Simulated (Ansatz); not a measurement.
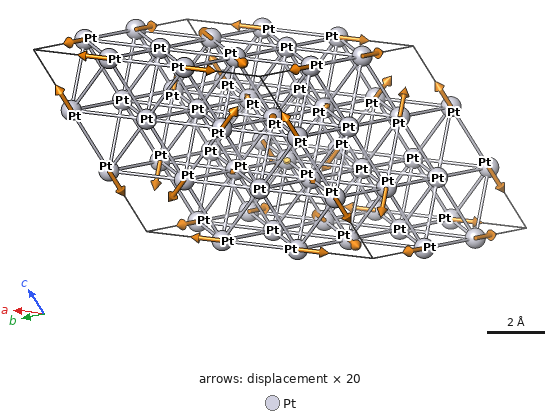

A relaxation of a defect cell of composition Pt. The starting structure is drawn; orange arrows show the displacements, 20 times their true length.

A ball-and-stick model of the cell of the calculation, seen from a free direction.

Case: Pt vacancy (site a), charge +0, atoms relaxed at the host's cell.

The calculation used DFT LDA, scalar-relativistic, plane waves, PAW in Ansatz.

The input:
```yaml
crystal:
  lattice:
    - [-5.8406277551, 5.8406277551, 0.0]
    - [-5.8406277551, 0.0, 5.8406277551]
    - [0.0, 5.8406277551, 5.8406277551]
  atoms:
    - { symbol: Pt, position: [0.3333333333, 0.0, 0.0] }
    - { symbol: Pt, position: [0.0, 0.3333333333, 0.0] }
    - { symbol: Pt, position: [0.0, 0.0, 0.3333333333] }
    - { symbol: Pt, position: [0.6666666667, 0.0, 0.0] }
    - { symbol: Pt, position: [0.3333333333, 0.3333333333, 0.0] }
    - { symbol: Pt, position: [0.3333333333, 0.0, 0.3333333333] }
    - { symbol: Pt, position: [0.0, 0.6666666667, 0.0] }
    - { symbol: Pt, position: [0.0, 0.3333333333, 0.3333333333] }
    - { symbol: Pt, position: [0.0, 0.0, 0.6666666667] }
    - { symbol: Pt, position: [0.6666666667, 0.3333333333, 0.0] }
    - { symbol: Pt, position: [0.6666666667, 0.0, 0.3333333333] }
    - { symbol: Pt, position: [0.3333333333, 0.6666666667, 0.0] }
    - { symbol: Pt, position: [0.3333333333, 0.3333333333, 0.3333333333] }
    - { symbol: Pt, position: [0.3333333333, 0.0, 0.6666666667] }
    - { symbol: Pt, position: [0.0, 0.6666666667, 0.3333333333] }
    - { symbol: Pt, position: [0.0, 0.3333333333, 0.6666666667] }
    - { symbol: Pt, position: [0.6666666667, 0.6666666667, 0.0] }
    - { symbol: Pt, position: [0.6666666667, 0.3333333333, 0.3333333333] }
    - { symbol: Pt, position: [0.6666666667, 0.0, 0.6666666667] }
    - { symbol: Pt, position: [0.3333333333, 0.6666666667, 0.3333333333] }
    - { symbol: Pt, position: [0.3333333333, 0.3333333333, 0.6666666667] }
    - { symbol: Pt, position: [0.0, 0.6666666667, 0.6666666667] }
    - { symbol: Pt, position: [0.6666666667, 0.6666666667, 0.3333333333] }
    - { symbol: Pt, position: [0.6666666667, 0.3333333333, 0.6666666667] }
    - { symbol: Pt, position: [0.3333333333, 0.6666666667, 0.6666666667] }
    - { symbol: Pt, position: [0.6666666667, 0.6666666667, 0.6666666667] }
basis:
  ecutwfc: 420
  xc_grid: 2
kpoints:
  mp_grid: { grid: [4, 4, 4], shift: [0.0, 0.0, 0.0] }
hamiltonian:
  xc: lda
scf:
  occupations: { method: gaussian, width: 0.1 }
output:
  forces: true
  stress: false
  eigenvalues: true
  write_density: true
  write_potential: true
  elf: true
  volumetric_format: npy
relax:
  adjacent_minimum: "off"
  f_tol: 0.025
  max_steps: 45
```

Run as
```bash
ansatz run input.yaml --threads 4 --pin off --max-ram 8192MiB --backend cpu --events-out ev --progress --plain --runs-dir out
```

What did the optimiser do to the structure, and how much energy did it gain?

After 3 geometry steps the energy has fallen by 0.330 eV per cell of the calculation. Largest force component: 0.64 eV/Å at the start, 0.0011 eV/Å at the end. The largest moves, 0.059 Å, are those of 12 atoms (Pt1, Pt2, Pt3, Pt4 and others). Pt4 goes along +a. The cell stays as it was. Near-neighbour distances that change, for instance: Pt10–Pt12 2.753 → 2.872 Å, Pt10–Pt11 2.753 → 2.694 Å, Pt10–Pt13 2.753 → 2.783 Å, Pt18–Pt20 2.753 → 2.773 Å.

Limits of the set-up: the periodic images lie only 8.3 Å apart, so the values are limited by the cell's size.
